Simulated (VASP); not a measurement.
# GaAs(110): relaxation, ionisation energy and affinity, part 4 of 4

Aim: ionisation energy and electron affinity of GaAs(110), from a slab and a bulk run lined up through core potentials. The crystal is strained by -1 % in the plane, against this functional's own lattice.

VASP 6.6.1, plane waves and PAW; the level of theory is named at each step.

So far. Step 5 (Relax the strained bulk along the normal): The run ended after 5 ionic steps, 0.002 eV below its first step, once forces and stress met EDIFFG = -0.01. Step 7 (Surface relaxation): The run ended after 20 ionic steps, 1.388 eV below its first step, once the forces on the free atoms met EDIFFG = -0.03.

### 8. Potential and states of the slab

Level of this step: PBE; plane waves and PAW (Ga, As) (VASP).

A static run writes the electrostatic potential without exchange and correlation (LVHAR), which is flat in the vacuum and gives the level to count from. The dipole correction cancels the field that unlike faces would set up across the vacuum.

INCAR

```
SYSTEM = GaAs
PREC = Normal
ENCUT = 320
EDIFF = 1E-06
NELM = 120
ISMEAR = 0
SIGMA = 0.03
LREAL = Auto
ALGO = Fast
GGA = PE
NBANDS = 54
LORBIT = 11
LWAVE = .FALSE.
LCHARG = .TRUE.
KPAR = 2
IDIPOL = 3
LDIPOL = .TRUE.
DIPOL = 0.5 0.5 0.5
LVHAR = .TRUE.
LVACPOTAV = .TRUE.
NEDOS = 1500
```

POSCAR

```
GaAs
1.0
    4.0327186493      0.0000000000      0.0000000000
    0.0000000000      5.7031254071      0.0000000000
    0.0000000000      0.0000000000     32.3926095776
Ga As
9 9
Direct
    0.0000000000      0.0584381682      0.2606714721
    0.5000000000      0.4813659319      0.3065264792
    0.0000000000      0.9892401583      0.3742094568
    0.5000000000      0.4884993200      0.4359957253
    0.0000000000      0.9908118625      0.5000000000
    0.5000000000      0.4884993200      0.5640042747
    0.0000000000      0.9892401583      0.6257905432
    0.5000000000      0.4813659319      0.6934735208
    0.0000000000      0.0584381682      0.7393285279
    0.0000000000      0.7358547327      0.3109454688
    0.5000000000      0.2703465890      0.2384589451
    0.0000000000      0.7409078165      0.4370533160
    0.5000000000      0.2433653711      0.3721310945
    0.0000000000      0.7409078165      0.5629466840
    0.5000000000      0.2431519622      0.5000000000
    0.0000000000      0.7358547327      0.6890545312
    0.5000000000      0.2433653711      0.6278689055
    0.5000000000      0.2703465890      0.7615410549
```

KPOINTS

```
Automatic mesh
0
Gamma
6 4 1
0 0 0
```

KPOINTS_OPT

```
Line mode
14
Line-mode
Reciprocal
  0.00000000   0.00000000   0.00000000 GAMMA
  0.50000000   0.00000000   0.00000000 X

  0.50000000   0.00000000   0.00000000 X
  0.50000000   0.50000000   0.00000000 S

  0.50000000   0.50000000   0.00000000 S
  0.00000000   0.50000000   0.00000000 Y

  0.00000000   0.50000000   0.00000000 Y
  0.00000000   0.00000000   0.00000000 GAMMA

  0.00000000   0.00000000   0.00000000 GAMMA
  0.50000000   0.50000000   0.00000000 S
```

PAW data sets: Ga and As (PBE family, release 64).

On the command line:

```bash
> mpirun -np 4 vasp_std
```

The program printed:

```text
[banner, memory and clock lines left out]
running    4 mpi-ranks, on    1 nodes
 distrk:  each k-point on    2 cores,    2 groups
 distr:  one band on    1 cores,    2 groups

 POSCAR found type information on POSCAR GaAs
 POSCAR found :  2 types and      18 ions
 LDA part: xc-table for (Slater+PW92), standard interpolation
 POSCAR, INCAR and KPOINTS ok, starting setup
 FFT: planning ... GRIDC
 FFT: planning ... GRID_SOFT
 FFT: planning ... GRID
 WAVECAR not read
 entering main loop
       N       E                     dE             d eps       ncg     rms          rms(c)
DAV:   1     0.301275022054E+03    0.30128E+03   -0.18473E+04  1304   0.687E+02
DAV:   2    -0.391131050901E+02   -0.34039E+03   -0.32860E+03  1750   0.150E+02
DAV:   3    -0.733907210193E+02   -0.34278E+02   -0.33839E+02  1584   0.495E+01
DAV:   4    -0.746549447375E+02   -0.12642E+01   -0.12604E+01  1720   0.107E+01
DAV:   5    -0.746943970083E+02   -0.39452E-01   -0.39432E-01  1668   0.178E+00    0.109E+01
RMM:   6    -0.731996600861E+02    0.14947E+01   -0.16346E+00  1348   0.293E+00    0.631E+00
RMM:   7    -0.729065460990E+02    0.29311E+00   -0.24035E+00  1490   0.352E+00    0.132E+00
RMM:   8    -0.728636846595E+02    0.42861E-01   -0.28432E-01  1424   0.155E+00    0.277E-01
RMM:   9    -0.728611393394E+02    0.25453E-02   -0.22625E-02  1636   0.479E-01    0.154E-01
RMM:  10    -0.728622015192E+02   -0.10622E-02   -0.78924E-03  1699   0.239E-01    0.999E-02
RMM:  11    -0.728626703787E+02   -0.46886E-03   -0.27570E-03  1530   0.151E-01    0.510E-02
RMM:  12    -0.728627541484E+02   -0.83770E-04   -0.59397E-04  1677   0.675E-02    0.211E-02
RMM:  13    -0.728631197713E+02   -0.36562E-03   -0.41343E-04  1586   0.506E-02    0.203E-02
RMM:  14    -0.728631815575E+02   -0.61786E-04   -0.71157E-05  1651   0.235E-02    0.890E-03
RMM:  15    -0.728632903195E+02   -0.10876E-03   -0.42788E-05  1558   0.169E-02    0.356E-03
RMM:  16    -0.728633252671E+02   -0.34948E-04   -0.12962E-05  1450   0.843E-03    0.187E-03
RMM:  17    -0.728633499169E+02   -0.24650E-04   -0.85684E-06  1440   0.601E-03    0.308E-03
RMM:  18    -0.728633686779E+02   -0.18761E-04   -0.24186E-06  1236   0.358E-03    0.812E-04
RMM:  19    -0.728633912867E+02   -0.22609E-04   -0.20842E-06  1258   0.278E-03    0.183E-03
RMM:  20    -0.728633978958E+02   -0.66091E-05   -0.36246E-07   996   0.147E-03    0.598E-04
RMM:  21    -0.728634068973E+02   -0.90015E-05   -0.63717E-07  1113   0.156E-03    0.642E-04
RMM:  22    -0.728634078010E+02   -0.90370E-06   -0.60089E-08   576   0.705E-04
|                                                                             |
|           W    W    AA    RRRRR   N    N  II  N    N   GGGG   !!!           |
|           W    W   A  A   R    R  NN   N  II  NN   N  G    G  !!!           |
|           W    W  A    A  R    R  N N  N  II  N N  N  G       !!!           |
|           W WW W  AAAAAA  RRRRR   N  N N  II  N  N N  G  GGG   !            |
|           WW  WW  A    A  R   R   N   NN  II  N   NN  G    G                |
|           W    W  A    A  R    R  N    N  II  N    N   GGGG   !!!           |
|                                                                             |
|     Did not find any points to average over, which means that no vacuum     |
|     field-free region was found. Please increase the size of  your cell     |
|     in the dimension of the dipole correction to obtain accurate            |
|     workfunction values.                                                    |
|                                                                             |

   1 F= -.72863408E+02 E0= -.72863408E+02  d E =-.805172E-11
 Start KPOINTS_OPT (optional k-point list driver)
k-point batch [1-12\70]
       N       E                     dE             ncg
DAV:   1    -0.533477431255E+03   -0.71622E+04     1296
DAV:   2    -0.449720340247E+04   -0.39637E+04     1722
DAV:   3    -0.491724618298E+04   -0.42004E+03     1576
DAV:   4    -0.493227576964E+04   -0.15030E+02     1696
DAV:   5    -0.493269368362E+04   -0.41791E+00     1660
DAV:   6    -0.493270947046E+04   -0.15787E-01     1722
DAV:   7    -0.493271012465E+04   -0.65419E-03     1660
DAV:   8    -0.493271015796E+04   -0.33314E-04     1672
DAV:   9    -0.493271015916E+04   -0.11964E-05     1242
DAV:  10    -0.493271015931E+04   -0.15232E-06     1096
[...]
k-point batch [61-70\70]
       N       E                     dE             ncg
DAV:   1    -0.384734556204E+03   -0.12294E+05     1080
DAV:   2    -0.364848649986E+04   -0.32638E+04     1476
DAV:   3    -0.396779919004E+04   -0.31931E+03     1320
DAV:   4    -0.397835838356E+04   -0.10559E+02     1440
DAV:   5    -0.397867023759E+04   -0.31185E+00     1384
DAV:   6    -0.397868423019E+04   -0.13993E-01     1480
DAV:   7    -0.397868482779E+04   -0.59760E-03     1408
DAV:   8    -0.397868485776E+04   -0.29967E-04     1456
DAV:   9    -0.397868485920E+04   -0.14460E-05     1152
DAV:  10    -0.397868485935E+04   -0.14966E-06      944
```

Elapsed: 3.9 min, on 4 MPI ranks of AMD EPYC 7R43, shared host; peak memory 1.2 GiB; 15 min of CPU time.

Parts of OUTCAR (step 8):

```text
   NELECT =      72.0000    total number of electrons

 E-fermi :  -0.5489

 k-point     1 :       0.0000    0.0000    0.0000
  band No.  band energies     occupation
    ...
     32      -1.0942      2.00000
     33      -1.0100      2.00000
     34      -0.9519      2.00000
     35      -0.7837      2.00000
     36      -0.6772      2.00000
     37       0.0054      0.00000
     38       0.7821      0.00000
     39       0.8764      0.00000
     40       0.9561      0.00000
     41       1.0261      0.00000
    ...

  Total        1.8333198      1.3523683     -0.5061614      0.0000000      0.0000000      0.0000000
  in kB        3.9426846      2.9083641     -1.0885361      0.0000000      0.0000000      0.0000000
  external PRESSURE =       1.9208375 kB  Pullay stress =       0.0000000 kB

 POSITION                                       TOTAL-FORCE (eV/Angst)
 -----------------------------------------------------------------------------------
      0.00000      0.33328      8.44383        -0.000000      0.003040      0.001687
      2.01636      2.74529      9.92919        -0.000000      0.014192      0.016280
      0.00000      5.64176     12.12162         0.000000     -0.007108     -0.005214
      2.01636      2.78597     14.12304         0.000000     -0.011424      0.016199
      0.00000      5.65072     16.19630        -0.000000     -0.004686      0.000000
      2.01636      2.78597     18.26957         0.000000     -0.011424     -0.016199
      0.00000      5.64176     20.27099         0.000000     -0.007108      0.005214
      2.01636      2.74529     22.46342        -0.000000      0.014192     -0.016280
      0.00000      0.33328     23.94878        -0.000000      0.003040     -0.001687
      0.00000      4.19667     10.07234        -0.000000      0.009569     -0.015722
      2.01636      1.54182      7.72431        -0.000000     -0.004686      0.023761
      0.00000      4.22549     14.15730        -0.000000     -0.001893     -0.005309
      2.01636      1.38794     12.05430         0.000000     -0.003481      0.006078
      0.00000      4.22549     18.23531        -0.000000     -0.001893      0.005309
      2.01636      1.38673     16.19630        -0.000000      0.008266      0.000000
      0.00000      4.19667     22.32027        -0.000000      0.009569      0.015722
      2.01636      1.38794     20.33831         0.000000     -0.003481     -0.006078
      2.01636      1.54182     24.66830        -0.000000     -0.004686     -0.023761
 -----------------------------------------------------------------------------------
    total drift:                                0.000000     -0.015264     -0.000002

  FREE ENERGIE OF THE ION-ELECTRON SYSTEM (eV)
  ---------------------------------------------------
  free  energy   TOTEN  =       -72.8634078010 eV

  energy  without entropy=      -72.8634078010  energy(sigma->0) =      -72.86340780

 vacuum level on the upper side and lower side of the slab         4.133         4.133

[... 8 parts as in an earlier step ...]

[... 10 further parts left out ...]
```

Numbers from this step:

* electronic cycles: 22
* Fermi energy: -0.5489 eV
* least gap on mesh and path: 0.6826 eV
* least direct gap on mesh and path: 0.6826 eV
* vacuum levels: 4.133, 4.133 eV
* ionisation potentials of the upper and lower face: 4.810, 4.810 eV
* electron affinities of the upper and lower face: 4.128, 4.128 eV

Electronic bands along the path, in eV, zero at the valence-band top; v1 is the highest filled band, c1 the lowest empty one:

```
point     v4     v3     v2     v1    c1    c2    c3    c4
    Γ  -0.33  -0.27  -0.11   0.00  0.68  1.46  1.55  1.63
    X  -1.70  -1.47  -1.23  -1.08  0.88  0.92  1.65  1.88
    S  -1.32  -1.25  -0.91  -0.88  0.78  1.36  1.36  2.40
    Y  -1.01  -0.99  -0.94  -0.90  0.96  1.16  1.20  1.59
    Γ  -0.33  -0.27  -0.11   0.00  0.68  1.46  1.55  1.63
    S  -1.32  -1.25  -0.91  -0.88  0.78  1.36  1.36  2.40
```

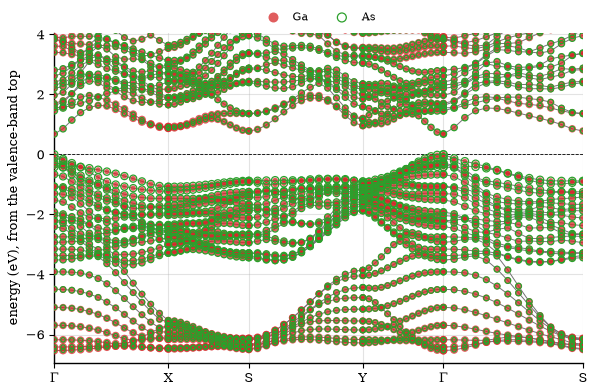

Electronic bands along the path; dots are coloured as in the legend, and their area grows with the weight.

The planar average of the electrostatic potential oscillates, so the rows of the table below give means over windows of 2.14 Å about each position, cut where the curve ends. Its maxima inside the range that stand out by 2 % of the span (Å: eV): 8.7: -0.291, 11.0: 0.547, 13.2: 0.221, 15.2: 0.355, 16.2: -3.87, 17.2: 0.355, 19.2: 0.221, 21.4: 0.547, 23.7: -0.291. Its minima: 8.0: -4.09, 10.2: -4.44, 11.8: -4.17, 14.4: -4.16, 16.0: -4.07, 16.4: -4.07, 18.0: -4.16, 20.6: -4.17, 22.2: -4.44, 24.4: -4.09.

Zero at the Fermi level. Planar average of the electrostatic potential against height; means over each step:

```
height (Å)  planar average of the electrostatic potential (eV)
      1.07                                                4.68
      3.21                                                4.68
      5.35                                                4.58
      7.49                                              -0.752
      9.63                                               -2.91
     11.77                                               -2.44
     13.91                                               -2.48
     16.05                                               -2.44
     18.19                                               -2.44
     20.33                                               -2.38
     22.47                                               -2.93
     24.61                                               -1.32
     26.75                                                4.45
     28.89                                                4.68
     31.03                                                4.68
```

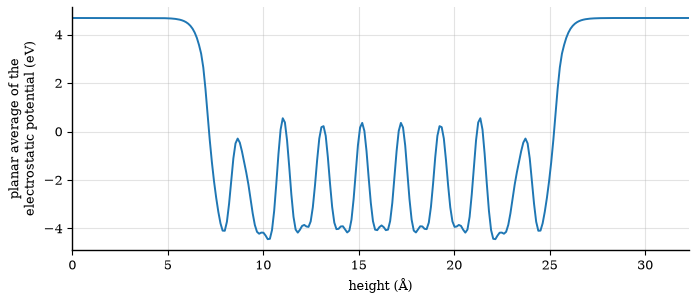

Planar average of the electrostatic potential against height.

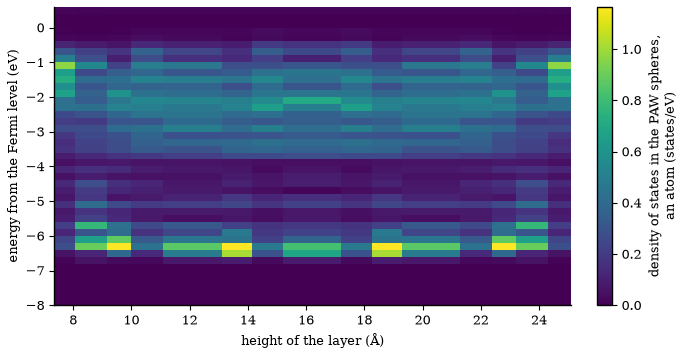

Density of states in the PAW spheres, an atom over height of the layer and energy from the Fermi level.

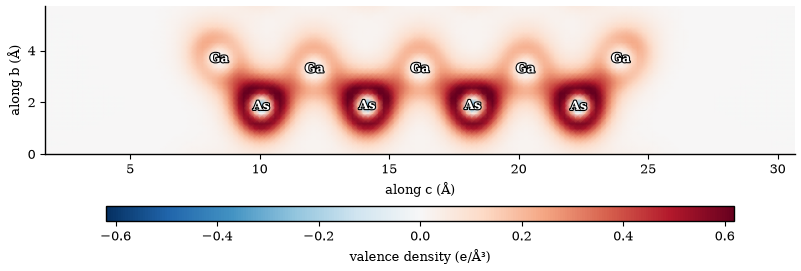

Valence density in the cb plane at fractional x = 0.000, with atoms of Ga and As within 0.2 Å of it. It is the smooth field of the valence electrons, not physical close to the nuclei. The map starts off the cell's origin, so that atoms lie inside it. The far vacuum is left out of the map.

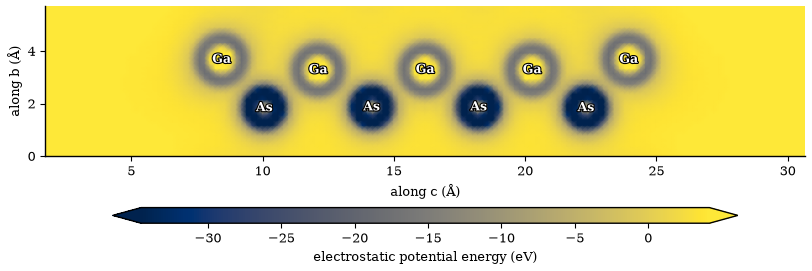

Electrostatic potential energy in the cb plane at fractional x = 0.000, with atoms of Ga and As within 0.2 Å of it. With pseudopotentials it is smooth inside the atoms' cores, unlike the true potential. The map starts off the cell's origin, so that atoms lie inside it. The far vacuum is left out of the map.

The map of layer states is cut here 0.5 eV above the Fermi level, so it leaves out the states above that.

The vacuum level lies 4.81 eV above the highest filled level at the upper face; both faces agree, as the slab has next to no dipole.

The program found no field-free point at its default tolerance, but its printed level agrees with the flat part of the planar average.

### 9. Lining up bulk and slab

This step: band edges against the vacuum, PBE; plane waves and PAW (VASP 6.6.1).

This step runs nothing: it gathers the runs above.

Numbers from this step:

- ionisation energy: 4.790 eV
- offset spread: 0.01060 eV
- bulk gap: 0.2163 eV
- slab gap: 0.6826 eV
- electron affinity: 4.574 eV
- buckling: 0.7195 Å
- tilt: 30.77 degree
- surface energy, relaxed: 0.5845 J/m²

The averaged core potentials of the four middle atoms lie -3.108 eV from those of the bulk run. The bulk valence top (2.451 eV), moved by that offset, is taken from the upper vacuum level (4.133 eV).

### 10. Results

```yaml
ionisation_energy: 4.79 eV
electron_affinity: 4.57 eV
buckling: 0.720 Å
surface_energy_relaxed: 0.585 J/m²
```

In words: The bulk valence-band top lies 4.79 eV below the vacuum of GaAs(110), strained by -1 % in the plane, and the conduction-band bottom 4.57 eV. The top layer buckles by 0.72 Å, a tilt of 31°, with As outermost, as the anion takes the dangling-bond electrons and the cation flattens towards sp². The surface costs 0.58 J/m² against the strained bulk. The slab's least gap is 0.68 eV, against 0.22 eV in the bulk. Confinement widens it, surface states can narrow it, and the two gaps need not lie at the same wave vector; the faces' own affinities count to the slab's lowest empty state. The offsets of the four middle atoms spread by 0.01 eV; a shift common to all four would not show in it. The bulk edges are read on a mesh, so a band minimum between its points makes the gap too large and the affinity too small. One thickness was run. Semilocal band edges put the valence top too high and the gap too small. Spin-orbit coupling, left out here, would raise the valence top further.

Comparison with the measured values:

| quantity | measured | PBE |
| --- | --- | --- |
| lattice constant a (Å) | 5.653 | 5.761 (+1.9 %) |

Measured values from pmc:9457441 (2022).

**Verdict.** The lattice constant a is off by +1.9 %: a clear miss. The grades are ours: good and fair within 0.7 and 1.5 % for the lattice constant a. For lattice constants the calculation has a static lattice, without zero-point motion or thermal expansion. As a rule both would widen the computed cell, so the excess over experiment is if anything larger than shown.

[Lines on the potential files, build, host, timing and source positions are cut from VASP's logs without a mark.]

[Logs are printed without paths, hosts, clocks, repeated set-up lines and the standing remarks that a program may print on its own settings, such as how far it seeks lower states.]

[Hosts, paths, dates, database ids (printed as entryN), source tags and the programs' standing remarks are cut or masked in the printed files.]

[Runs that stopped without an error message from VASP are left out.]
